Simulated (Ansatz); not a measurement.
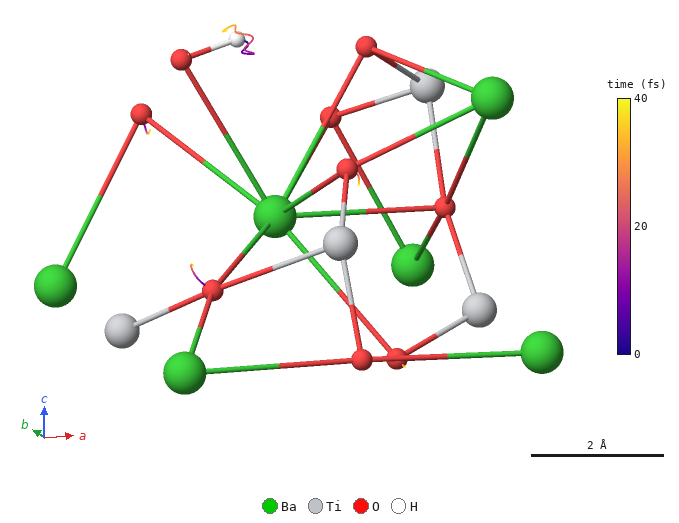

First-principles dynamics of H on BaTiO3(100) (16 atoms in the cell), 40 fs long. Lines trace each atom's path, coloured by time; spheres stand at the starting positions. Fixed atoms have no trace. Seen slightly off an axis in the simulation cell, with the vacuum cut short.

These are results of Ansatz 0.2.0, DFT PBE, scalar-relativistic, plane waves, PAW, not measurements. Run with plane-wave cutoff 420 eV; k-point mesh 2 × 2 × 1; Fermi-Dirac smearing 0.05 eV; spin collinear; 3 atoms held fixed; constant energy (NVE); velocities drawn for 1800 K; time step 0.5 fs.

Q: How do the atoms move?

A: In the second half of the run the atoms are, in the root-mean-square, this far from where they began (common drift taken out): O 0.28 Å, H 0.28 Å, Ba 0.18 Å, Ti 0.15 Å. The run lasts only 40 fs, too short to tell vibration from diffusion. The total energy stays between 0 and 0.34 meV per atom of its start. A straight-line fit has a slope that amounts to +0.0079 meV per atom over 40 fs (under 0.1 % of the mean kinetic energy), its mean offset in the second half is 0.2 %, and the ripple about the line is 0.2 % of the kinetic energy's fluctuation. With a drift under 2 % and a ripple under 7 %, the integration is accurate.

Limits of the set-up: the periodic images lie only 5.7 Å apart, so the values are limited by the cell's size.

The run took 16 min on 2 threads of Arm Neoverse V2, with other jobs on the host, peak memory 1.2 GiB.

PAW datasets: the set soft_1.
